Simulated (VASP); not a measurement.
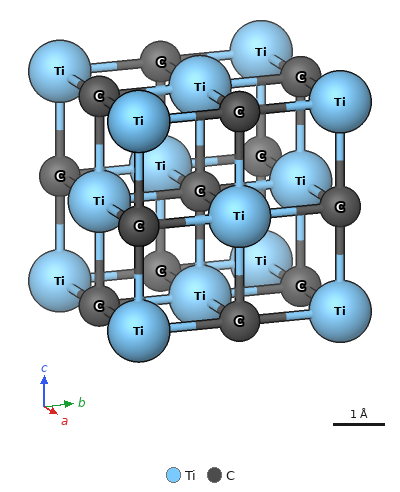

Fig. 1: The structure as given in the input (ball-and-stick view of the cell 4 times as large as that of the calculation, set on its symmetry axes, seen slightly off an axis). An atom can appear more than once, as a periodic image.

Geometry relaxation, with input and output: TiC (part 1 of 4)

- system: TiC (Fm-3m, 2 atoms in the cell)
- method: Kohn-Sham DFT of a periodic cell, PBE, VASP PAW PBE potentials, recommended, no spin polarisation (VASP 6.6.1)

The structure derives from an entry of the Crystallography Open Database.

INCAR:
```
SYSTEM = TiC
PREC     = Accurate       ! precision mode
ENCUT    = 520            ! plane-wave cutoff, eV
EDIFF    = 0.05           ! SCF threshold, eV
ISMEAR   = 0              ! smearing method
SIGMA    = 0.1            ! smearing width, eV
LREAL    = .FALSE.        ! projectors in reciprocal space
LASPH    = .TRUE.         ! aspherical terms in the spheres
NELM     = 60             ! most SCF steps
ALGO     = Normal         ! electronic algorithm
ISIF     = 3              ! what is computed and relaxed
LWAVE    = .FALSE.        ! write WAVECAR
LCHARG   = .FALSE.        ! write CHGCAR
GGA      = PE             ! functional
IBRION   = 2              ! ionic algorithm
NSW      = 80             ! ionic steps
EDIFFG   = -0.002         ! ionic threshold
```

KPOINTS:
```
regular mesh
0
G
  16 16 16
  0 0 0
```

POSCAR:
```
TiC
1.0
    0.0000000000      2.1593000000      2.1593000000
    2.1593000000      0.0000000000      2.1593000000
    2.1593000000      2.1593000000      0.0000000000
Ti C
1 1
Direct
    0.0000000000      0.0000000000      0.0000000000
    0.5000000000      0.5000000000      0.5000000000
```

Run as:
```bash
cat potpaw_PBE.64/Ti_sv/POTCAR potpaw_PBE.64/C/POTCAR > POTCAR
mpirun -np 1 vasp_std > vasp.out
```

OSZICAR:
```
N       E                     dE             d eps       ncg     rms          rms(c)
DAV:   1     0.118550464947E+03    0.11855E+03   -0.84595E+03  3480   0.160E+03
DAV:   2    -0.141376656994E+02   -0.13269E+03   -0.12612E+03  3612   0.382E+02
DAV:   3    -0.238152834748E+02   -0.96776E+01   -0.93214E+01  4552   0.989E+01
DAV:   4    -0.242813486284E+02   -0.46607E+00   -0.46536E+00  4568   0.207E+01
DAV:   5    -0.242959630566E+02   -0.14614E-01   -0.14613E-01  4704   0.326E+00    0.184E+01
DAV:   6    -0.193457055479E+02    0.49503E+01   -0.31709E+01  4124   0.705E+01    0.710E+00
DAV:   7    -0.187423152781E+02    0.60339E+00   -0.46421E+00  4196   0.279E+01    0.492E+00
DAV:   8    -0.187108281672E+02    0.31487E-01   -0.13733E-01  3728   0.493E+00
   1 F= -.18710828E+02 E0= -.18709813E+02  d E =-.187108E+02
       N       E                     dE             d eps       ncg     rms          rms(c)
DAV:   1    -0.242852597803E+02   -0.55429E+01   -0.16986E+02  3536   0.205E+02    0.266E+01
DAV:   2    -0.181833732602E+02    0.61019E+01   -0.15545E+01  4052   0.781E+01    0.710E+00
DAV:   3    -0.174986929129E+02    0.68468E+00   -0.28363E+00  4480   0.143E+01    0.174E+00
DAV:   4    -0.175794294077E+02   -0.80736E-01   -0.83417E-01  4400   0.837E+00    0.159E+00
DAV:   5    -0.176522208525E+02   -0.72791E-01   -0.65241E-02  4364   0.289E+00    0.729E-01
DAV:   6    -0.177171424248E+02   -0.64922E-01   -0.12584E-01  4724   0.241E+00    0.800E-01
DAV:   7    -0.177224172780E+02   -0.52749E-02   -0.99210E-03  3776   0.142E+00
   2 F= -.17722417E+02 E0= -.17721756E+02  d E =0.988411E+00
       N       E                     dE             d eps       ncg     rms          rms(c)
DAV:   1    -0.254914574000E+02   -0.77743E+01   -0.14894E+02  4240   0.222E+02    0.297E+01
DAV:   2    -0.205765492843E+02    0.49149E+01   -0.64563E+01  4356   0.109E+02    0.924E+00
DAV:   3    -0.182923491273E+02    0.22842E+01   -0.75339E+00  4076   0.330E+01    0.252E+00
DAV:   4    -0.184692896999E+02   -0.17694E+00   -0.96693E-01  3732   0.791E+00    0.141E+00
DAV:   5    -0.186323694452E+02   -0.16308E+00   -0.26015E-01  5360   0.355E+00    0.162E+00
DAV:   6    -0.186712511826E+02   -0.38882E-01   -0.45671E-02  3892   0.238E+00
   3 F= -.18671251E+02 E0= -.18670245E+02  d E =0.395770E-01
       N       E                     dE             d eps       ncg     rms          rms(c)
DAV:   1    -0.187091512279E+02   -0.76782E-01   -0.72952E-01  3560   0.150E+01    0.144E+00
DAV:   2    -0.186939530278E+02    0.15198E-01   -0.99372E-02  3664   0.502E+00
   4 F= -.18693953E+02 E0= -.18692934E+02  d E =0.168751E-01
       N       E                     dE             d eps       ncg     rms          rms(c)
DAV:   1    -0.187101336484E+02   -0.98242E-03   -0.24737E-01  3608   0.892E+00    0.109E+00
DAV:   2    -0.187006195587E+02    0.95141E-02   -0.75388E-02  3800   0.416E+00
   5 F= -.18700620E+02 E0= -.18699594E+02  d E =0.102086E-01
       N       E                     dE             d eps       ncg     rms          rms(c)
DAV:   1    -0.187044107825E+02    0.57229E-02   -0.71891E-02  3724   0.489E+00    0.510E-01
DAV:   2    -0.187031391646E+02    0.12716E-02   -0.21865E-02  4328   0.209E+00
   6 F= -.18703139E+02 E0= -.18702122E+02  d E =0.768900E-02
       N       E                     dE             d eps       ncg     rms          rms(c)
DAV:   1    -0.187048270941E+02   -0.41631E-03   -0.17513E-02  3864   0.240E+00    0.217E-01
DAV:   2    -0.187052894720E+02   -0.46238E-03   -0.63290E-03  4664   0.103E+00
   7 F= -.18705289E+02 E0= -.18704276E+02  d E =0.553870E-02
       N       E                     dE             d eps       ncg     rms          rms(c)
DAV:   1    -0.187060019000E+02   -0.11748E-02   -0.42059E-03  3848   0.118E+00    0.830E-02
DAV:   2    -0.187064896481E+02   -0.48775E-03   -0.16356E-03  4772   0.472E-01
   8 F= -.18706490E+02 E0= -.18705479E+02  d E =0.433852E-02
       N       E                     dE             d eps       ncg     rms          rms(c)
DAV:   1    -0.187067777436E+02   -0.77584E-03   -0.93553E-04  3624   0.557E-01    0.409E-02
DAV:   2    -0.187070667761E+02   -0.28903E-03   -0.44210E-04  2936   0.215E-01
   9 F= -.18707067E+02 E0= -.18706058E+02  d E =0.376139E-02
       N       E                     dE             d eps       ncg     rms          rms(c)
DAV:   1    -0.187071570678E+02   -0.37932E-03   -0.19679E-04  1840   0.260E-01    0.390E-02
DAV:   2    -0.187073215212E+02   -0.16445E-03   -0.70297E-05  1752   0.103E-01
  10 F= -.18707322E+02 E0= -.18706313E+02  d E =0.350665E-02
       N       E                     dE             d eps       ncg     rms          rms(c)
DAV:   1    -0.187074794826E+02   -0.32241E-03   -0.20496E-04  2472   0.144E-01    0.229E-02
DAV:   2    -0.187075058350E+02   -0.26352E-04   -0.54449E-05  1748   0.808E-02
  11 F= -.18707506E+02 E0= -.18706497E+02  d E =0.332233E-02
       N       E                     dE             d eps       ncg     rms          rms(c)
DAV:   1    -0.187075291821E+02   -0.49699E-04   -0.31882E-05  1740   0.856E-02    0.189E-02
DAV:   2    -0.187075409497E+02   -0.11768E-04   -0.13650E-05  1740   0.332E-02
  12 F= -.18707541E+02 E0= -.18706533E+02  d E =0.328722E-02
       N       E                     dE             d eps       ncg     rms          rms(c)
DAV:   1    -0.187075599167E+02   -0.30735E-04   -0.24193E-05  1740   0.523E-02    0.390E-03
DAV:   2    -0.187075610073E+02   -0.10906E-05   -0.94128E-06  1740   0.316E-02
  13 F= -.18707561E+02 E0= -.18706553E+02  d E =0.326716E-02
       N       E                     dE             d eps       ncg     rms          rms(c)
DAV:   1    -0.187075666588E+02   -0.67421E-05   -0.38582E-06  1740   0.276E-02    0.246E-03
DAV:   2    -0.187075667439E+02   -0.85121E-07   -0.94003E-07  1740   0.104E-02
  14 F= -.18707567E+02 E0= -.18706559E+02  d E =0.326142E-02
       N       E                     dE             d eps       ncg     rms          rms(c)
DAV:   1    -0.187075694765E+02   -0.28177E-05   -0.55969E-07  1740   0.115E-02    0.157E-03
DAV:   2    -0.187075694866E+02   -0.10133E-07   -0.15732E-07  1740   0.563E-03
  15 F= -.18707569E+02 E0= -.18706561E+02  d E =0.325868E-02
       N       E                     dE             d eps       ncg     rms          rms(c)
DAV:   1    -0.187075708419E+02   -0.13654E-05   -0.99392E-08  1740   0.532E-03    0.712E-04
DAV:   2    -0.187075708397E+02    0.22387E-08   -0.32348E-08  1740   0.283E-03
  16 F= -.18707571E+02 E0= -.18706563E+02  d E =0.325733E-02
       N       E                     dE             d eps       ncg     rms          rms(c)
DAV:   1    -0.187075715126E+02   -0.67069E-06   -0.21002E-08  1740   0.259E-03    0.333E-04
DAV:   2    -0.187075715065E+02    0.60800E-08   -0.79613E-09  1740   0.140E-03
  17 F= -.18707572E+02 E0= -.18706563E+02  d E =0.325666E-02
       N       E                     dE             d eps       ncg     rms          rms(c)
DAV:   1    -0.187075718426E+02   -0.33000E-06   -0.51179E-09  1740   0.129E-03    0.183E-04
DAV:   2    -0.187075718357E+02    0.68756E-08   -0.24527E-09  1740   0.735E-04
  18 F= -.18707572E+02 E0= -.18706564E+02  d E =0.325633E-02
       N       E                     dE             d eps       ncg     rms          rms(c)
DAV:   1    -0.187075720035E+02   -0.16084E-06   -0.13942E-09  1740   0.659E-04    0.118E-04
DAV:   2    -0.187075719987E+02    0.47703E-08   -0.83555E-10  1740   0.391E-04
  19 F= -.18707572E+02 E0= -.18706564E+02  d E =0.325617E-02
       N       E                     dE             d eps       ncg     rms          rms(c)
DAV:   1    -0.187800269363E+02   -0.72455E-01   -0.15897E+00  3544   0.207E+01    0.266E+00
DAV:   2    -0.187233301853E+02    0.56697E-01   -0.39850E-01  3960   0.959E+00    0.872E-01
DAV:   3    -0.187063286968E+02    0.17001E-01   -0.64455E-02  3972   0.289E+00
  20 F= -.18706329E+02 E0= -.18705302E+02  d E =0.124330E-02
       N       E                     dE             d eps       ncg     rms          rms(c)
DAV:   1    -0.192883743930E+02   -0.56504E+00   -0.13512E+01  3528   0.608E+01    0.800E+00
DAV:   2    -0.188438685347E+02    0.44451E+00   -0.47702E+00  4220   0.309E+01    0.316E+00
DAV:   3    -0.186088491638E+02    0.23502E+00   -0.80998E-01  4012   0.101E+01    0.792E-01
DAV:   4    -0.186188267634E+02   -0.99776E-02   -0.14715E-01  3608   0.367E+00
  21 F= -.18618827E+02 E0= -.18617742E+02  d E =0.887452E-01
       N       E                     dE             d eps       ncg     rms          rms(c)
DAV:   1    -0.188100128836E+02   -0.20116E+00   -0.26071E+00  3612   0.248E+01    0.350E+00
DAV:   2    -0.187129784533E+02    0.97034E-01   -0.60940E-01  4108   0.120E+01    0.117E+00
DAV:   3    -0.186843011744E+02    0.28677E-01   -0.11157E-01  4100   0.371E+00
  22 F= -.18684301E+02 E0= -.18683237E+02  d E =0.232708E-01
       N       E                     dE             d eps       ncg     rms          rms(c)
DAV:   1    -0.188051602854E+02   -0.92182E-01   -0.19865E+00  3516   0.230E+01    0.303E+00
DAV:   2    -0.187193652499E+02    0.85795E-01   -0.51533E-01  4024   0.110E+01    0.997E-01
DAV:   3    -0.186996109893E+02    0.19754E-01   -0.84273E-02  3944   0.323E+00
  23 F= -.18699611E+02 E0= -.18698574E+02  d E =0.796101E-02
       N       E                     dE             d eps       ncg     rms          rms(c)
DAV:   1    -0.187077948647E+02    0.11570E-01   -0.85493E-02  3508   0.531E+00    0.635E-01
DAV:   2    -0.187048256430E+02    0.29692E-02   -0.38693E-02  4164   0.279E+00
  24 F= -.18704826E+02 E0= -.18703813E+02  d E =0.274636E-02
       N       E                     dE             d eps       ncg     rms          rms(c)
DAV:   1    -0.187050650094E+02    0.27299E-02   -0.11163E-02  4068   0.181E+00    0.115E-01
DAV:   2    -0.187059794004E+02   -0.91439E-03   -0.35948E-03  4608   0.679E-01
  25 F= -.18705979E+02 E0= -.18704954E+02  d E =0.159260E-02
       N       E                     dE             d eps       ncg     rms          rms(c)
DAV:   1    -0.187065693307E+02   -0.15043E-02   -0.27599E-03  3572   0.952E-01    0.588E-02
DAV:   2    -0.187071243143E+02   -0.55498E-03   -0.12238E-03  4272   0.389E-01
  26 F= -.18707124E+02 E0= -.18706098E+02  d E =0.447684E-03
       N       E                     dE             d eps       ncg     rms          rms(c)
DAV:   1    -0.187073206137E+02   -0.75128E-03   -0.71044E-04  3528   0.477E-01    0.414E-02
DAV:   2    -0.187076304523E+02   -0.30984E-03   -0.35864E-04  2796   0.178E-01
  27 F= -.18707630E+02 E0= -.18706603E+02  d E =-.584536E-04
       N       E                     dE             d eps       ncg     rms          rms(c)
DAV:   1    -0.187363264536E+02   -0.29006E-01   -0.65735E-01  3544   0.132E+01    0.162E+00
DAV:   2    -0.187127169269E+02    0.23610E-01   -0.14187E-01  3848   0.586E+00
  28 F= -.18712717E+02 E0= -.18711738E+02  d E =-.508647E-02
       N       E                     dE             d eps       ncg     rms          rms(c)
DAV:   1    -0.187096845771E+02    0.26642E-01   -0.96746E-02  3792   0.394E+00    0.460E-01
DAV:   2    -0.187096041799E+02    0.80397E-04   -0.13318E-02  4300   0.156E+00
  29 F= -.18709604E+02 E0= -.18708575E+02  d E =-.197373E-02
       N       E                     dE             d eps       ncg     rms          rms(c)
DAV:   1    -0.187097816088E+02   -0.97032E-04   -0.31266E-02  3564   0.272E+00    0.271E-01
DAV:   2    -0.187092742020E+02    0.50741E-03   -0.71425E-03  4228   0.122E+00
  30 F= -.18709274E+02 E0= -.18708265E+02  d E =-.164375E-02
       N       E                     dE             d eps       ncg     rms          rms(c)
DAV:   1    -0.187091519356E+02    0.62967E-03   -0.10202E-03  3412   0.293E-01    0.432E-02
DAV:   2    -0.187092701903E+02   -0.11825E-03   -0.19339E-04  2064   0.104E-01
  31 F= -.18709270E+02 E0= -.18708253E+02  d E =-.163974E-02
       N       E                     dE             d eps       ncg     rms          rms(c)
DAV:   1    -0.187093073754E+02   -0.15544E-03   -0.13942E-03  3536   0.647E-01    0.545E-02
DAV:   2    -0.187093045885E+02    0.27869E-05   -0.32892E-04  2920   0.279E-01
  32 F= -.18709305E+02 E0= -.18708290E+02  d E =-.343982E-04
       N       E                     dE             d eps       ncg     rms          rms(c)
DAV:   1    -0.187093210149E+02   -0.13639E-04   -0.83231E-05  1752   0.942E-02    0.196E-02
DAV:   2    -0.187093396297E+02   -0.18615E-04   -0.49533E-05  1752   0.607E-02
  33 F= -.18709340E+02 E0= -.18708323E+02  d E =-.694394E-04
       N       E                     dE             d eps       ncg     rms          rms(c)
DAV:   1    -0.187093472932E+02   -0.26278E-04   -0.23589E-05  1752   0.443E-02    0.127E-02
DAV:   2    -0.187093532378E+02   -0.59445E-05   -0.13382E-05  1752   0.279E-02
  34 F= -.18709353E+02 E0= -.18708337E+02  d E =-.830475E-04
       N       E                     dE             d eps       ncg     rms          rms(c)
DAV:   1    -0.187094640990E+02   -0.11681E-03   -0.14653E-03  3524   0.590E-01    0.817E-02
DAV:   2    -0.187094067579E+02    0.57341E-04   -0.28940E-04  2956   0.273E-01
  35 F= -.18709407E+02 E0= -.18708388E+02  d E =-.535201E-04
       N       E                     dE             d eps       ncg     rms          rms(c)
DAV:   1    -0.187095548757E+02   -0.90777E-04   -0.25380E-03  3544   0.873E-01    0.111E-01
DAV:   2    -0.187094434906E+02    0.11139E-03   -0.62719E-04  3552   0.393E-01
  36 F= -.18709443E+02 E0= -.18708423E+02  d E =-.902528E-04
       N       E                     dE             d eps       ncg     rms          rms(c)
DAV:   1    -0.187099075580E+02   -0.35268E-03   -0.10048E-02  3584   0.170E+00    0.215E-01
DAV:   2    -0.187094918985E+02    0.41566E-03   -0.25132E-03  3840   0.773E-01
  37 F= -.18709492E+02 E0= -.18708468E+02  d E =-.138661E-03
       N       E                     dE             d eps       ncg     rms          rms(c)
DAV:   1    -0.187096146961E+02    0.29286E-03   -0.63217E-03  3600   0.115E+00    0.148E-01
DAV:   2    -0.187094901076E+02    0.12459E-03   -0.11476E-03  4256   0.508E-01
  38 F= -.18709490E+02 E0= -.18708475E+02  d E =-.136870E-03
       N       E                     dE             d eps       ncg     rms          rms(c)
DAV:   1    -0.187095115990E+02    0.10310E-03   -0.27589E-03  3540   0.781E-01    0.882E-02
DAV:   2    -0.187094533373E+02    0.58262E-04   -0.55620E-04  3628   0.347E-01
  39 F= -.18709453E+02 E0= -.18708432E+02  d E =-.100100E-03
       N       E                     dE             d eps       ncg     rms          rms(c)
DAV:   1    -0.187094599176E+02    0.51681E-04   -0.75147E-04  2912   0.381E-01    0.514E-02
DAV:   2    -0.187094422084E+02    0.17709E-04   -0.13086E-04  1836   0.181E-01
  40 F= -.18709442E+02 E0= -.18708424E+02  d E =-.889707E-04
       N       E                     dE             d eps       ncg     rms          rms(c)
DAV:   1    -0.187094416067E+02    0.18311E-04   -0.20244E-04  1752   0.202E-01    0.204E-02
DAV:   2    -0.187094380612E+02    0.35455E-05   -0.36348E-05  1748   0.105E-01
  41 F= -.18709438E+02 E0= -.18708418E+02  d E =-.848234E-04
       N       E                     dE             d eps       ncg     rms          rms(c)
DAV:   1    -0.187094376275E+02    0.39792E-05   -0.16250E-05  1752   0.529E-02    0.541E-03
DAV:   2    -0.187094373982E+02    0.22927E-06   -0.35840E-06  1748   0.285E-02
  42 F= -.18709437E+02 E0= -.18708418E+02  d E =-.841605E-04
       N       E                     dE             d eps       ncg     rms          rms(c)
DAV:   1    -0.187094373250E+02    0.30246E-06   -0.15203E-06  1740   0.204E-02    0.137E-03
DAV:   2    -0.187094373283E+02   -0.32744E-08   -0.25764E-07  1740   0.899E-03
  43 F= -.18709437E+02 E0= -.18708418E+02  d E =0.699176E-07
```

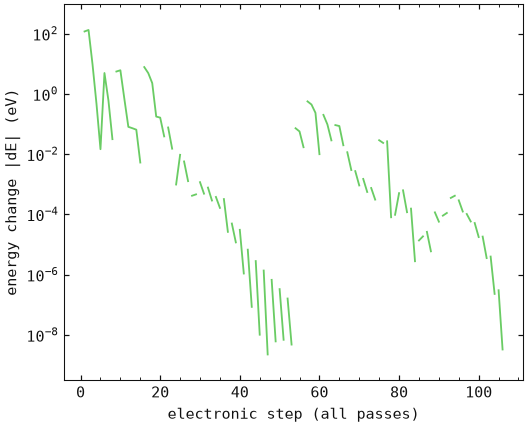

Fig. 2: Convergence of the self-consistent field: energy change |dE| against the electronic step. Each stretch between dotted lines is the SCF of one geometry step of a relaxation. The 43 ionic steps take 2 to 8 electronic steps each. The density is held fixed in the first few steps, and dE rises again when its update begins.

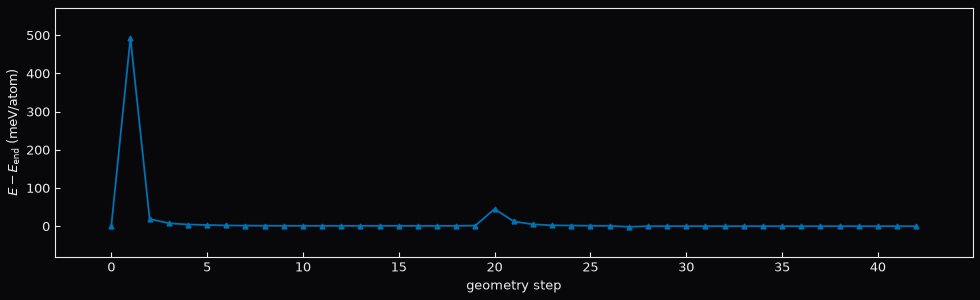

Fig. 3: Progress of the relaxation, step by step (steps are counted from 0). Over 42 geometry steps the energy rises by 0.7 meV per atom. All forces vanish by symmetry, so only the cell relaxes. The atoms keep their places relative to the cell (all moves are under 0.005 Å). Cell: a = b = c 4.319 → 4.334 Å (+0.4 %). Volume +1.1 %. Among the contacts that change: Ti1–Ti1 3.054 → 3.065 Å, Ti1–C2 2.159 → 2.167 Å. The space group stays Fm-3m (No. 225). (Atoms are counted from 1 in the order of the input.)

Parts of OUTCAR:
```
SYSTEM = TiC
   PREC = Accurate
   ENCUT = 520
   EDIFF = 0.05
   ISMEAR = 0
   LREAL = .FALSE.
   LASPH = .TRUE.
   NELM = 60
   ISIF = 3
   GGA = PE
   IBRION = 2
   NSW = 80
   EDIFFG = -0.002

 ion  position               nearest neighbor table
   1  0.000  0.000  0.000-   2 2.16   2 2.16   2 2.16   2 2.16   2 2.16   2 2.16
   2  0.500  0.500  0.500-   1 2.16   1 2.16   1 2.16   1 2.16   1 2.16   1 2.16

  LATTYP: Found a face centered cubic cell.
 ALAT       =     4.3186000000

  Lattice vectors:

 A1 = (   0.0000000000,   2.1593000000,   2.1593000000)
 A2 = (   2.1593000000,   0.0000000000,   2.1593000000)
 A3 = (   2.1593000000,   2.1593000000,   0.0000000000)

Analysis of symmetry for initial positions (statically):
=====================================================================
 Subroutine PRICEL returns:
 Original cell was already a primitive cell.

 Routine SETGRP: Setting up the symmetry group for a
 face centered cubic supercell.

 Subroutine GETGRP returns: Found 48 space group operations
 (whereof 48 operations were pure point group operations)
 out of a pool of 48 trial point group operations.

The static configuration has the point symmetry O_h .

Analysis of symmetry for dynamics (positions and initial velocities):
=====================================================================
 Subroutine PRICEL returns:
 Original cell was already a primitive cell.

 Routine SETGRP: Setting up the symmetry group for a
 face centered cubic supercell.

 Subroutine GETGRP returns: Found 48 space group operations
 (whereof 48 operations were pure point group operations)
 out of a pool of 48 trial point group operations.

The dynamic configuration has the point symmetry O_h .

 Subroutine INISYM returns: Found 48 space group operations
 (whereof 48 operations are pure point group operations),
 and found     1 'primitive' translations

----------------------------------------------------------------------------------------

                                     Primitive cell

  volume of cell :      20.1358
```
